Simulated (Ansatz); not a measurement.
Input

```
crystal:
  lattice:
    - [3.0029763834, 0.0, 0.0]
    - [0.0, 3.0029763834, 0.0]
    - [0.0, 0.0, 27.2434073824]
  atoms:
    - { symbol: Ti, position: [0.4996562607, 0.4996562607, 0.2799750482] }
    - { symbol: "N", position: [-0.0003478255, -0.0003478255, 0.2738788704] }
    - { symbol: Ti, position: [-0.0003246007, -0.0003246007, 0.3540029951] }
    - { symbol: "N", position: [0.4996766798, 0.4996766798, 0.3532857663] }
    - { symbol: Ti, position: [0.4997178355, 0.4997178355, 0.4312621103] }
    - { symbol: "N", position: [-0.0002802762, -0.0002802762, 0.4319078793] }
    - { symbol: Ti, position: [-0.0002380363, -0.0002380363, 0.5069121269] }
    - { symbol: "N", position: [0.4997699982, 0.4997699982, 0.5103374716] }
basis:
  ecutwfc: 420
kpoints:
  mp_grid: { grid: [12, 12, 1] }
hamiltonian:
  xc: pbe
scf:
  occupations: { method: gaussian, width: 0.1 }
output:
  forces: true
  stress: true
  eigenvalues: true
  write_density: true
  write_potential: true
  elf: true
  volumetric_format: npy
efield:
  axis: 3
  dipole_correction: true
  ramp_width: 0.04
```

Run with:

```sh
ansatz run input.yaml --threads 4 --pin off --max-ram 10240MiB --backend cpu --events-out ev --progress --plain --runs-dir out
```

Not relaxed (largest force 1.0 eV/Å); computed without spin polarisation.

All numbers below come from DFT PBE, scalar-relativistic, plane waves, PAW in Ansatz.

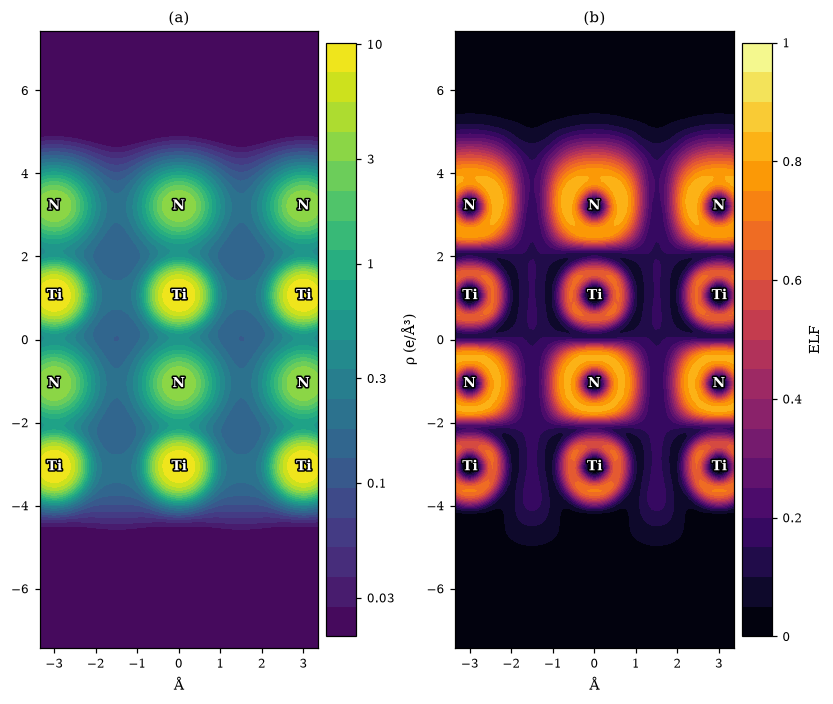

TiN (slab). (a) valence electron density; (b) ELF on the (010) plane of the calculation cell, a cut from vacuum to vacuum.

The density is the valence pseudo-density of a PAW calculation; it isn't the true density close to the nuclei.

Read the bonding off the picture.

The section cuts through Ti and N sites.
Ti–N (2.00 Å): the density is about 0.68 e/Å³ at the midpoint; the ELF peaks at about 0.80 in the valence shell of N, 0.6 Å from its nucleus, and is about 0.25 at the midpoint; no localised pair shows between them.
Ti–N (2.12 Å): ρ is about 0.49 e/Å³ halfway; the ELF peaks at about 0.80 in the valence shell of N, 0.6 Å from its nucleus, and is about 0.15 at the midpoint; no localised pair shows between them.
Ti–N (2.15 Å): ρ at the midpoint is about 0.48 e/Å³; the ELF peaks at about 0.80 in the valence shell of N, 0.6 Å from its nucleus, and is about 0.20 at the midpoint; no localised pair shows between them.
Ti–Ti (3.00 Å): ρ at the midpoint is about 0.2 e/Å³; the ELF is about 0.15 at the midpoint: no shared electron pair shows on this line.
The density dies away to nearly zero in the vacuum.
The features right at Ti lie inside the PAW spheres, where the map follows smoothed inner orbitals and isn't to be read closely.
